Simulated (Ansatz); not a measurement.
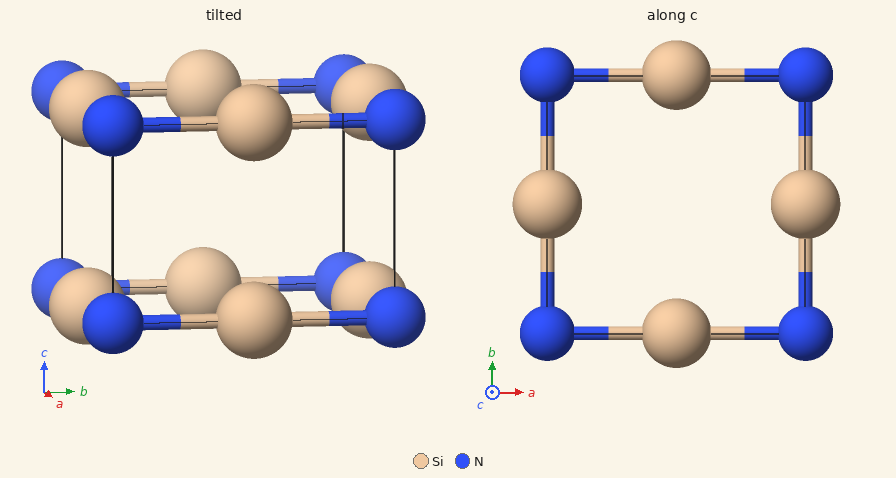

View slightly off an axis and along the c axis, drawn as a ball-and-stick model. The edges of the conventional unit cell are marked. Cell: a = 3.77 Å, b = 3.77 Å, c = 2.62 Å, α = 90.00°, β = 90.00°, γ = 90.00°.

Provenance: a random cell made by a generator, so it need not be a real form of the compound. Earlier steps of the study may have refined or changed the cell and positions. A calculation with Ansatz used it as input.

Question: Give a description of the structure.

Answer: The solid is Si2N. The structure has P4/mmm (No. 123) symmetry and a primitive tetragonal lattice. The cell comprises 1 formula unit: 2 Si, 1 N. Si is linked to two N in a linear arrangement at about 1.9 Å. The neighbours of N are four Si in a square planar arrangement at about 1.9 Å. The bonds build Si2N layers parallel to (001).

Calculation details: DFT PBE, scalar-relativistic, plane waves, PAW (Ansatz); plane waves to 420 eV, 12×12×18 k-points, Gaussian smearing of 0.1 eV, no spin polarisation.

Question: Metal or not?

Answer: A metal: bands cross the Fermi level.

Question: What are the atomic charges by Bader's partition?

Answer: Si +1.14 e; N -2.28 e.

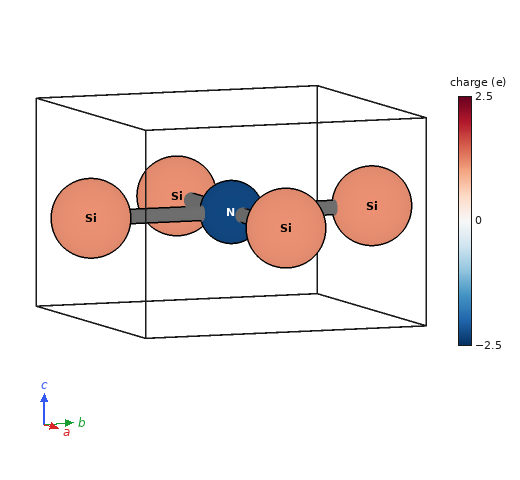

The atoms coloured by those charges. The run's cell of 3 atoms is drawn, so axes and origin can differ from the first picture.

Question: Has the structure come to rest?

Answer: Yes. All forces vanish to within 0.01 eV/Å. The pressure is 0.0 GPa, close to zero.
